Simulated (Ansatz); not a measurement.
**SnO: density, localisation and related maps**

Input

```
crystal:
  lattice:
    - [2.6904552953, -2.6904757091, 0.0]
    - [2.6904552953, 2.6904757091, 0.0]
    - [0.0, 0.0, 9.494819846]
  atoms:
    - { symbol: Sn, position: [0.9992026221, -0.0307284419, 0.9998693855] }
    - { symbol: Sn, position: [0.0007973779, 1.0307284419, 0.4998693855] }
    - { symbol: Sn, position: [0.5007973779, 0.5307284419, 0.2571306144] }
    - { symbol: Sn, position: [0.4992026221, 0.4692715581, 0.7571306144] }
    - { symbol: O, position: [0.0007687623, 0.5273884871, 0.3784936421] }
    - { symbol: O, position: [0.9992312377, 0.4726115129, 0.8784936421] }
    - { symbol: O, position: [0.5007687623, 1.0273884871, 0.3785063579] }
    - { symbol: O, position: [0.4992312377, -0.0273884871, 0.8785063579] }
basis:
  ecutwfc: 420
kpoints:
  mp_grid: { grid: [10, 10, 4] }
hamiltonian:
  xc: pbesol
scf:
  occupations: { method: gaussian, width: 0.15 }
output:
  forces: true
  stress: true
  eigenvalues: true
  write_density: true
  write_potential: true
  elf: true
  volumetric_format: npy
```

Launched as:

```sh
ansatz run input.yaml --threads 2 --pin off --max-ram 5120MiB --backend cpu --events-out ev --progress --plain --runs-dir out
```

Below, planes, directions and counts refer to the standardised cell (a = 9.49 Å, b = 3.80 Å, c = 3.80 Å, α = 90.00°, β = 90.00°, γ = 90.00°).

Space group P2₁/c.

The calculation used Ansatz, DFT PBEsol, scalar-relativistic, plane waves, PAW.

Core electrons are frozen (PAW), and the valence fields are smoothed inside the atomic spheres.

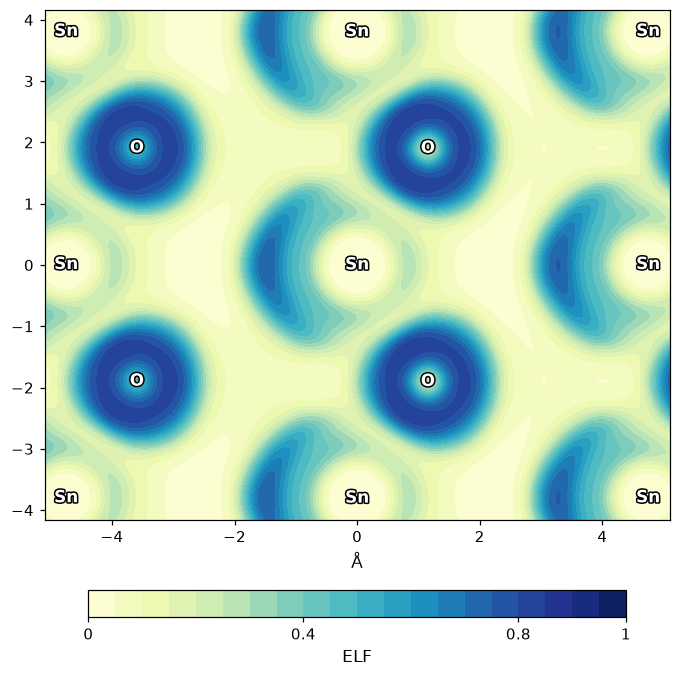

Figure 1. ELF on the (001) plane of the standardised cell.

**What do the fields say about this system?**

- The section cuts through Sn and O sites.
- Sn–O (2.22 Å): the ELF peaks at about 0.85 in the valence shell of O, 0.6 Å from its nucleus, and is about 0.20 at the midpoint; no localised pair shows between them.

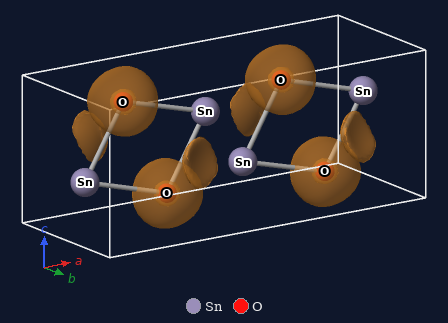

Figure 2. Isosurface of the ELF at 0.65 (orange), seen at an oblique angle. Only the valence region is drawn (cores and ρ < 0.01 e/Å³ removed). Sticks mark near contacts.

**Where are the electrons localised?**

The surface consists of four lobes on Sn, pointing away from the bonds (lone pairs) and four regions wrapped around O (the valence shell of each), counted in one cell of 8 atoms. Any copies at cell faces, edges or corners count once. Profiles from the grid: Sn–O (2.21 Å): the ELF peaks at about 0.85 in the valence shell of O, 0.6 Å from its nucleus, and is about 0.20 at the midpoint (no shared electron pair shows on this line).

**Does the calculation make it a metal, or give it a gap?**

It is gapless in this calculation (a metal or semimetal).
